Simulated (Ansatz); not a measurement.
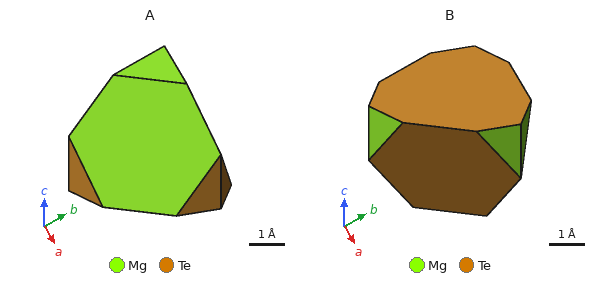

Computed Voronoi cells of the 2 sites of this structure, drawn to one scale and in one orientation; each face has the colour of the neighbour behind it.

MgTe, space group P6_3mc (No. 186), a = 4.540 Å, b = 4.540 Å, c = 7.395 Å, α = 90.00°, β = 90.00°, γ = 120.00°

| site | Wyckoff | x | y | z |
| --- | --- | --- | --- | --- |
| Mg | 2b | 0.3333 | 0.6667 | 0.0000 |
| Te | 2b | 0.3333 | 0.6667 | 0.3700 |

Origin: a calculation's input that goes back to an entry of the Crystallography Open Database (an earlier step may have relaxed or displaced it).

**Which cell belongs to which site?**

A is Te (11 faces above 1 % of the solid angle, 33.0 Å³, mostly facing Mg); B is Mg (11 faces above 1 % of the solid angle, 33.0 Å³, mostly facing Te).
